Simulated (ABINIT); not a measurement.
**Run report: C, elastic calculation (part 4 of 4)**

C (4 atoms in the cell); Kohn-Sham DFT of a periodic cell, PBE, PseudoDojo NC SR PBE v0.5 stringent, no spin polarisation (ABINIT 10.8.3); cutoff 1115.67 eV, 10×10×6 k-mesh, fixed occupations. The structure derives from an entry of the Crystallography Open Database.

Geometry of the input (Å; fractional positions):
```
2.5124  0.0000  0.0000
-1.2562  2.1758  0.0000
0.0000  0.0000  4.1811
C  0.6667  0.3333  0.9373
C  0.3333  0.6667  0.4373
C  0.6667  0.3333  0.5627
C  0.3333  0.6667  0.0627
```

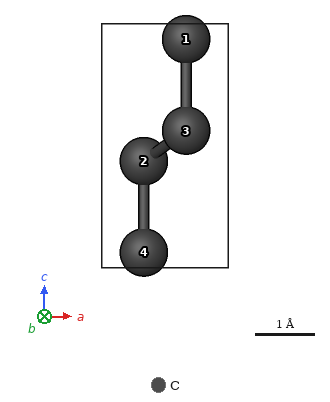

The input geometry (ball-and-stick view of the cell of the calculation, along the b axis; atoms are numbered from 1 in the order of the input). An atom can appear more than once, as a periodic image.

What the program printed, continued
```
   1    1   1    1         0.3804959704         0.0000000000
   1    1   1    2         0.0005393516         0.0000000000
   1    1   1    3        -0.0638813417         0.0000000000
   1    1   1    4        -0.3171539803         0.0000000000

   2    1   2    1         0.3804959700         0.0000000000
   2    1   2    2         0.0005393514         0.0000000000
   2    1   2    3        -0.0638813407         0.0000000000
   2    1   2    4        -0.3171539807         0.0000000000

   3    1   3    1         0.4794186317         0.0000000000
   3    1   3    2        -0.1158556246         0.0000000000
   3    1   3    3        -0.1309198637         0.0000000000
   3    1   3    4        -0.2326431434         0.0000000000

   1    2   1    1         0.0005393516         0.0000000000
   1    2   1    2         0.3804959704         0.0000000000
   1    2   1    3        -0.3171539803         0.0000000000
   1    2   1    4        -0.0638813417         0.0000000000

   2    2   2    1         0.0005393514         0.0000000000
   2    2   2    2         0.3804959700         0.0000000000
   2    2   2    3        -0.3171539807         0.0000000000
   2    2   2    4        -0.0638813407         0.0000000000

   3    2   3    1        -0.1158556246         0.0000000000
   3    2   3    2         0.4794186317         0.0000000000
   3    2   3    3        -0.2326431434         0.0000000000
   3    2   3    4        -0.1309198637         0.0000000000

   1    3   1    1        -0.0638813417         0.0000000000
   1    3   1    2        -0.3171539803         0.0000000000
   1    3   1    3         0.3804959704         0.0000000000
   1    3   1    4         0.0005393516         0.0000000000

   2    3   2    1        -0.0638813407         0.0000000000
   2    3   2    2        -0.3171539807         0.0000000000
   2    3   2    3         0.3804959700         0.0000000000
   2    3   2    4         0.0005393514         0.0000000000

   3    3   3    1        -0.1309198637         0.0000000000
   3    3   3    2        -0.2326431434         0.0000000000
   3    3   3    3         0.4794186317         0.0000000000
   3    3   3    4        -0.1158556246         0.0000000000

   1    4   1    1        -0.3171539803         0.0000000000
   1    4   1    2        -0.0638813417         0.0000000000
   1    4   1    3         0.0005393516         0.0000000000
   1    4   1    4         0.3804959704         0.0000000000

   2    4   2    1        -0.3171539807         0.0000000000
   2    4   2    2        -0.0638813407         0.0000000000
   2    4   2    3         0.0005393514         0.0000000000
   2    4   2    4         0.3804959700         0.0000000000

   3    4   3    1        -0.2326431434         0.0000000000
   3    4   3    2        -0.1309198637         0.0000000000
   3    4   3    3        -0.1158556246         0.0000000000
   3    4   3    4         0.4794186317         0.0000000000

  Dielectric tensor, in cartesian coordinates,
     j1       j2             matrix element
  dir pert dir pert     real part    imaginary part

   1    6   1    6         5.5835217414        -0.0000000000

   2    6   2    6         5.5835217510        -0.0000000000

   3    6   3    6         5.9050850306        -0.0000000000

  Effective charges, in cartesian coordinates,
  (from electric field response)
   if specified in the inputs, charge neutrality has been imposed
     j1       j2             matrix element
  dir pert dir pert     real part    imaginary part

  Effective charges, in cartesian coordinates,
  (from phonon response)
   if specified in the inputs, charge neutrality has been imposed
     j1       j2             matrix element
  dir pert dir pert     real part    imaginary part

  Rigid-atom elastic tensor , in cartesian coordinates,
     j1       j2             matrix element
  dir pert dir pert     real part    imaginary part

   1    7   1    7         0.0403420651         0.0000000000
   1    7   2    7         0.0030678407         0.0000000000
   1    7   3    7         0.0003771088         0.0000000000

   2    7   1    7         0.0030678409         0.0000000000
   2    7   2    7         0.0403420690         0.0000000000
   2    7   3    7         0.0003771025         0.0000000000

   3    7   1    7         0.0003771053         0.0000000000
   3    7   2    7         0.0003771056         0.0000000000
   3    7   3    7         0.0438731465         0.0000000000

   1    8   1    8         0.0157775003         0.0000000000

   2    8   2    8         0.0157774961         0.0000000000

   3    8   3    8         0.0186371124         0.0000000000

  Internal strain coupling parameters, in cartesian coordinates,
   zero average net force deriv. has been imposed
     j1       j2             matrix element
  dir pert dir pert     real part    imaginary part

   1    1   2    8         0.0765713999         0.0000000000
   1    1   3    8         0.0613311747         0.0000000000

   2    1   1    7         0.0613313707         0.0000000000
   2    1   2    7        -0.0613313814         0.0000000000
   2    1   1    8         0.0765716015         0.0000000000

   3    1   1    7         0.0285597029         0.0000000000
   3    1   2    7         0.0285597072         0.0000000000
   3    1   3    7         0.0105652498         0.0000000000

   1    2   2    8         0.0765713999         0.0000000000
   1    2   3    8        -0.0613311747         0.0000000000

   2    2   1    7        -0.0613313709         0.0000000000
   2    2   2    7         0.0613313813         0.0000000000
   2    2   1    8         0.0765716014         0.0000000000

   3    2   1    7         0.0285597029         0.0000000000
   3    2   2    7         0.0285597072         0.0000000000
   3    2   3    7         0.0105652498         0.0000000000

   1    3   2    8        -0.0765713999         0.0000000000
   1    3   3    8         0.0613311747         0.0000000000

   2    3   1    7         0.0613313710         0.0000000000
   2    3   2    7        -0.0613313813         0.0000000000
   2    3   1    8        -0.0765716014         0.0000000000

   3    3   1    7        -0.0285597028         0.0000000000
   3    3   2    7        -0.0285597072         0.0000000000
   3    3   3    7        -0.0105652498         0.0000000000

   1    4   2    8        -0.0765713999         0.0000000000
   1    4   3    8        -0.0613311747         0.0000000000

   2    4   1    7        -0.0613313708         0.0000000000
   2    4   2    7         0.0613313813         0.0000000000
   2    4   1    8        -0.0765716015         0.0000000000

   3    4   1    7        -0.0285597029         0.0000000000
   3    4   2    7        -0.0285597072         0.0000000000
   3    4   3    7        -0.0105652498         0.0000000000

  Rigid-atom proper piezoelectric tensor, in cartesian coordinates,
  (from strain response)
     j1       j2             matrix element
  dir pert dir pert     real part    imaginary part

  Phonon wavevector (reduced coordinates) :  0.00000  0.00000  0.00000
 Phonon energies in Hartree :
   0.000000E+00  0.000000E+00  0.000000E+00  2.405422E-03  2.405422E-03
   4.747843E-03  5.377877E-03  5.377877E-03  5.642168E-03  5.762822E-03
   5.899674E-03  5.899674E-03
 Phonon frequencies in cm-1    :
   0.000000E+00  0.000000E+00  0.000000E+00  5.279290E+02  5.279290E+02
   1.042031E+03  1.180308E+03  1.180308E+03  1.238313E+03  1.264793E+03
   1.294829E+03  1.294829E+03

  Phonon at Gamma, with non-analyticity in the
  direction (cartesian coordinates)  1.00000  0.00000  0.00000
 Phonon energies in Hartree :
   0.000000E+00  0.000000E+00  0.000000E+00  2.405422E-03  2.405422E-03
   4.747843E-03  5.377877E-03  5.377877E-03  5.642168E-03  5.762822E-03
   5.899674E-03  5.899674E-03
 Phonon frequencies in cm-1    :
   0.000000E+00  0.000000E+00  0.000000E+00  5.279290E+02  5.279290E+02
   1.042031E+03  1.180308E+03  1.180308E+03  1.238313E+03  1.264793E+03
   1.294829E+03  1.294829E+03

  Phonon at Gamma, with non-analyticity in the
  direction (cartesian coordinates)  0.00000  1.00000  0.00000
 Phonon energies in Hartree :
   0.000000E+00  0.000000E+00  0.000000E+00  2.405422E-03  2.405422E-03
   4.747843E-03  5.377877E-03  5.377877E-03  5.642168E-03  5.762822E-03
   5.899674E-03  5.899674E-03
 Phonon frequencies in cm-1    :
   0.000000E+00  0.000000E+00  0.000000E+00  5.279290E+02  5.279290E+02
   1.042031E+03  1.180308E+03  1.180308E+03  1.238313E+03  1.264793E+03
   1.294829E+03  1.294829E+03

  Phonon at Gamma, with non-analyticity in the
  direction (cartesian coordinates)  0.00000  0.00000  1.00000
 Phonon energies in Hartree :
   0.000000E+00  0.000000E+00  0.000000E+00  2.405422E-03  2.405422E-03
   4.747843E-03  5.377877E-03  5.377877E-03  5.642168E-03  5.762822E-03
   5.899674E-03  5.899674E-03
 Phonon frequencies in cm-1    :
   0.000000E+00  0.000000E+00  0.000000E+00  5.279290E+02  5.279290E+02
   1.042031E+03  1.180308E+03  1.180308E+03  1.238313E+03  1.264793E+03
   1.294829E+03  1.294829E+03

== END DATASET(S) ==============================================================
================================================================================

 -outvars: echo values of variables after computation  --------
            acell      4.7476893372E+00  4.7476893410E+00  7.9011802222E+00 Bohr
           etotal1    -2.4071651145E+01
           etotal2    -1.0268895446E+01
           etotal3     2.8745234609E+00
            fcart1     1.6333878845E-26  1.3621644599E-26  4.2892558776E-06
                      -1.2704127990E-26 -1.9908557492E-26  4.2892558776E-06
                       9.0743771360E-27  2.6195470384E-26 -4.2892558776E-06
                      -1.2704127990E-26 -1.9908557492E-26 -4.2892558776E-06
            fcart3     0.0000000000E+00  0.0000000000E+00  0.0000000000E+00
                       0.0000000000E+00  0.0000000000E+00  0.0000000000E+00
                       0.0000000000E+00  0.0000000000E+00  0.0000000000E+00
                       0.0000000000E+00  0.0000000000E+00  0.0000000000E+00
            rprim      1.0000000000E+00  0.0000000000E+00  0.0000000000E+00
                      -4.9999999960E-01  8.6602540400E-01  0.0000000000E+00
                       0.0000000000E+00  0.0000000000E+00  1.0000000000E+00
           strten1     2.2504530205E-07  2.2502104855E-07 -6.2737554608E-07
                       0.0000000000E+00  0.0000000000E+00 -2.6390554504E-14
           strten3     0.0000000000E+00  0.0000000000E+00  0.0000000000E+00
                       0.0000000000E+00  0.0000000000E+00  0.0000000000E+00
           xangst      1.2561845000E+00  7.2525845998E-01  3.9188210785E+00
                       3.2983788995E-12  1.4505169200E+00  1.8282588235E+00
                       1.2561845000E+00  7.2525845998E-01  2.3528656865E+00
                       3.2983788995E-12  1.4505169200E+00  2.6230343149E-01
             xred      6.6666666667E-01  3.3333333333E-01  9.3726486000E-01
                       3.3333333333E-01  6.6666666667E-01  4.3726486000E-01
                       6.6666666667E-01  3.3333333333E-01  5.6273514000E-01
                       3.3333333333E-01  6.6666666667E-01  6.2735140000E-02
 Calculation completed.
```
